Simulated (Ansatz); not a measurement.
Run report: GaN, geometry relaxation (part 3 of 3)

The same run, continued: GaN (slab, 8 atoms in the cell); DFT PBEsol, scalar-relativistic, plane waves, PAW, no spin polarisation (Ansatz 0.2.0); cutoff 420 eV, 9×9×1 k-mesh, Gaussian smearing of 0.05 eV. The structure derives from an entry of the Crystallography Open Database. The input holds or restrains some coordinates. Forces given for the steps count only the free coordinates. It belongs to a series of runs on one base structure; here: clean slab, lower half held.

Geometry of the input (Å; fractional positions):
```
3.1826  0.0000  0.0000
-1.5913  2.7562  0.0000
0.0000  0.0000  25.4180
N  0.3333  0.6667  0.3344
Ga 0.6667  0.3333  0.3596
N  0.6667  0.3333  0.4364
Ga 0.3333  0.6667  0.4616
N  0.3333  0.6667  0.5384
Ga 0.6667  0.3333  0.5636
N  0.6667  0.3333  0.6404
Ga 0.3333  0.6667  0.6656
```

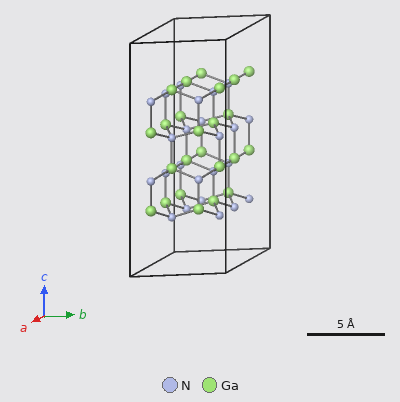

**Figure 1.** The geometry at step 5 of the log (ball-and-stick view of the 3 × 2 repeat of the cell, with the vacuum cut short, seen slightly off an axis).

**Key numbers**

```csv
quantity,value
outcome,converged under the restraints of the input
electrons treated,72
free energy,−16487.8232 eV
"work function, top face",3.94 eV
"work function, bottom face",7.69 eV
Fermi energy,0.944 eV
gap on the k-point mesh,none (metallic)
final volume,222.96 Å³
work function (upper face),3.94 eV
"largest force (length of the vector) at the end, held atoms and coordinates included",2.376 eV/Å
wall time,22 s (CPU time 78 s)
peak memory,0.64 GiB
```

**Remarks**

The program warns: the exchange-correlation potential is rough where the density is thin.
